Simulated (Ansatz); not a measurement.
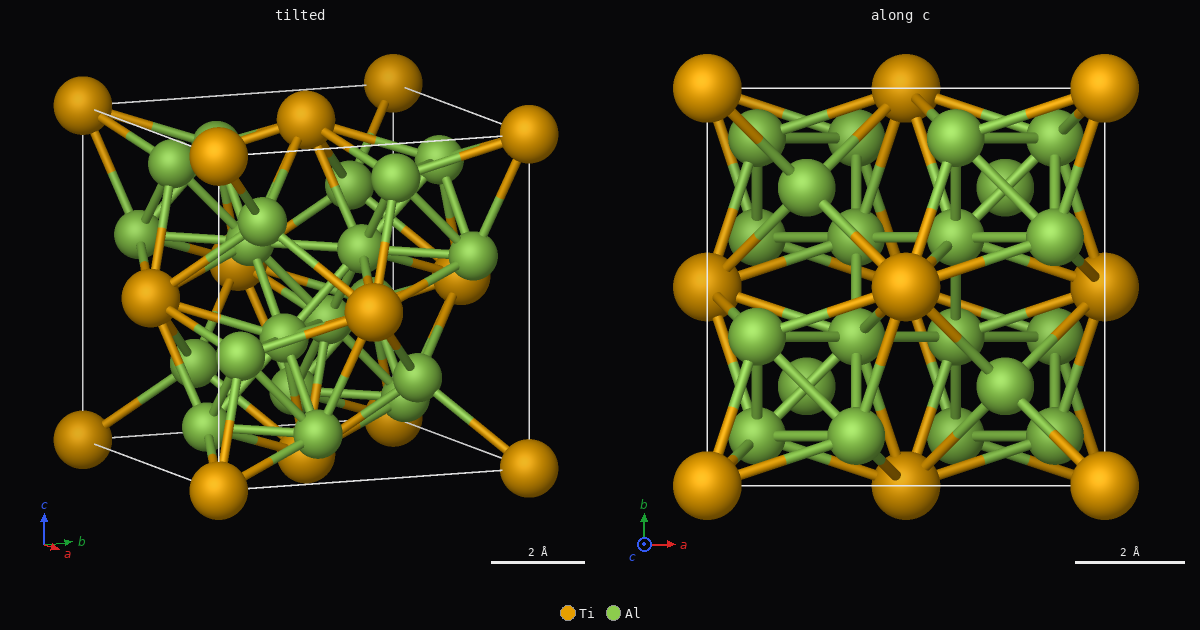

Ball-and-stick representation of a periodic structure, projected slightly off an axis and along the c axis. The lines enclose the conventional unit cell; boundary atoms appear with their images. Cell: a = 7.35 Å, b = 7.35 Å, c = 7.35 Å, α = 90.00°, β = 90.00°, γ = 90.00°.

The structure comes from a structure type filled with these elements by a generator (whether the compound takes this form wasn't checked). Earlier steps of the study may have refined or changed the cell and positions. It went into a calculation with Ansatz.

> Summary of the structure:

The stoichiometry is TiAl$_{5}$. The space group is F-43m (No. 216); the lattice is face-centred cubic. Content of the cell: 4 Ti, 20 Al (Z = 4). Ti is surrounded by 16 Al at about 3.0 to 3.2 Å. Al takes two kinds of site: 4c with four Ti in a tetrahedral arrangement at about 3.2 Å; 16e with six Al and three Ti (about 2.6 Å to Al, 3.0 Å to Ti). The bonds build a three-dimensional framework.

Theory: Ansatz 0.2.0, DFT PBE, scalar-relativistic, plane waves, PAW. Numerical settings: plane-wave cutoff 420 eV, k-points about 0.15 Å⁻¹ apart, Gaussian smearing of 0.1 eV, no spin polarisation.

> How large a gap does the method give, if there is one?

A metal: bands cross the Fermi level.

> What does a Bader analysis give?

Ti +1.00 e; Al -0.31 to +0.22 e.

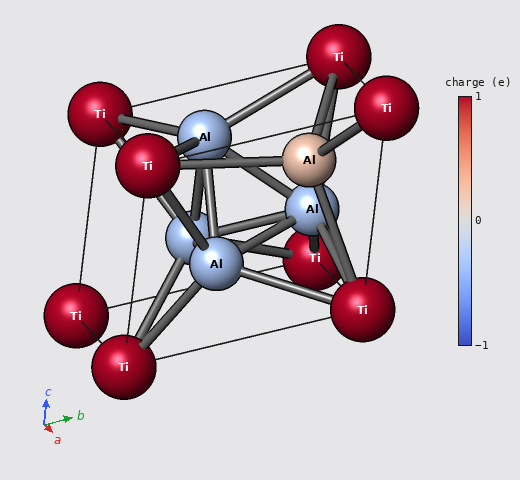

The atoms coloured by those charges. The run's cell of 6 atoms is drawn, so axes and origin can differ from the first picture.

> Do the forces and the stress vanish for this geometry?

Yes. All forces vanish to within 0.01 eV/Å. The pressure is 0.0 GPa, close to zero.
